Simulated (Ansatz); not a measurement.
Input file:

```
crystal:
  lattice:
    - [0.0, 2.3441425, 2.378785]
    - [2.3441425, 0.0, 2.378785]
    - [2.3441425, 2.3441425, 0.0]
  atoms:
    - { symbol: Li, position: [0.25, 0.25, 0.25] }
    - { symbol: Li, position: [0.75, 0.75, 0.75] }
    - { symbol: O, position: [0.0, 0.0, 0.0] }
basis:
  ecutwfc: 500
kpoints:
  mp_grid: { grid: [8, 8, 8] }
hamiltonian:
  xc: r2scan
scf:
  occupations: { method: gaussian, width: 0.05 }
output:
  forces: true
  stress: true
  eigenvalues: true
  write_density: true
  write_potential: true
  elf: true
  volumetric_format: npy
```

Launched as:

```sh
ansatz run input.yaml --threads 1 --pin off --max-ram 2560MiB --backend cpu --events-out ev --progress --plain --runs-dir out
```

Below, planes, directions and counts refer to the conventional cell (a = 3.32 Å, b = 3.32 Å, c = 4.76 Å, α = 90.00°, β = 90.00°, γ = 90.00°).

Space group I4/mmm; changed on purpose from its base cell (strain +0.015 along x and y, +0.030 along z, atoms carried along); computed pressure about −7 GPa in this cell.

Computed with DFT r2SCAN, scalar-relativistic, plane waves, PAW (Ansatz 0.2.0).

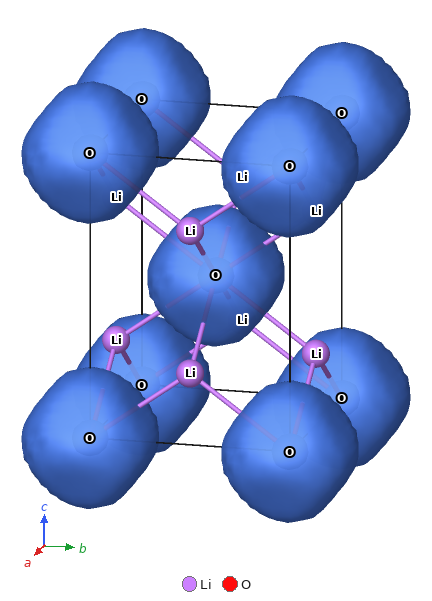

Li$_{2}$O. Isosurface of the ELF at 0.6 (blue), seen slightly off an axis. Only the valence region is drawn (cores and ρ < 0.01 e/Å³ removed). Sticks mark near contacts.

Core electrons are frozen (PAW), and the valence fields are smoothed inside the atomic spheres.

Where are the electrons localised?

Answer. The ELF exceeds this value in two regions wrapped around O (the valence shell of each), counted in one cell of 6 atoms. Regions shared between cells count once. Profiles from the grid: Li–O (2.04 Å): the ELF peaks at about 0.85 in the valence shell of O, 0.6 Å from its nucleus, and falls to about 0 next to Li: an ionic contact with no shared pair.
